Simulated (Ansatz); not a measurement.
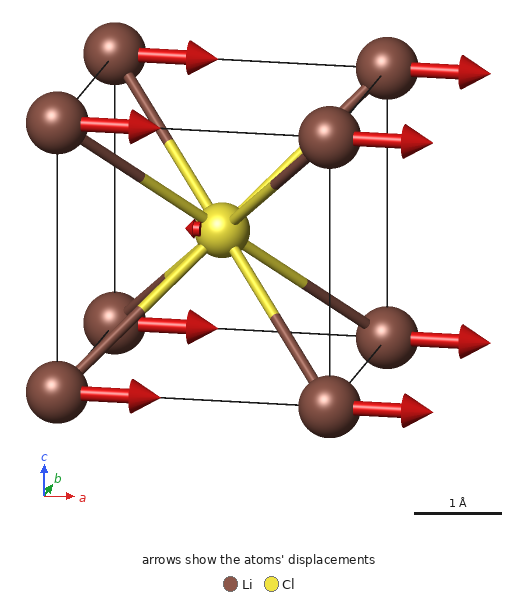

One vibrational mode of solid LiCl (a generated structure) at a fixed volume at the zone centre. Displacements are drawn as red arrows; their common scale and sign are arbitrary. A ball-and-stick model of the cell of the calculation, seen slightly off an axis.

Level of theory: DFT PBEsol, scalar-relativistic, plane waves, PAW (Ansatz).

Input
```yaml
crystal:
  lattice:
    - [3.2324, 0.0, 0.0]
    - [0.0, 3.2324, 0.0]
    - [0.0, 0.0, 3.2324]
  atoms:
    - { symbol: Li, position: [0.0, 0.0, 0.0] }
    - { symbol: Cl, position: [0.5, 0.5, 0.5] }
basis:
  ecutwfc: 420
kpoints:
  mp_grid: { grid: [8, 8, 8] }
hamiltonian:
  xc: pbesol
scf:
  occupations: { method: fixed }
output:
  eigenvalues: true
phonons:
  method: dfpt
  dielectric: true
  rigid_motions: translations
  eigenvectors: true
```

Run as
```bash
ansatz run input.yaml --threads 1 --pin off --max-ram 1228MiB --backend cpu --events-out ev --progress --plain --runs-dir out
```

Frequencies are those without the non-analytic (LO–TO) term.

### Describe the mode and give its frequency.

This is the T₁u mode (triply degenerate; one member of the set is drawn) at 129i cm⁻¹, the only optical level, infrared-active by symmetry. The Li sublattice moves against the Cl sublattice, along a; the kinetic energy is shared as Li 84 %, Cl 16 %. The frequency is imaginary, so the structure is unstable against this distortion. Freezing in the drawn pattern lowers the space group from Pm-3m to P4mm (No. 99). Its infrared intensity is 20 (D/Å)²/amu for the set. The value is the transverse one; the longitudinal partner lies at 335 cm⁻¹.
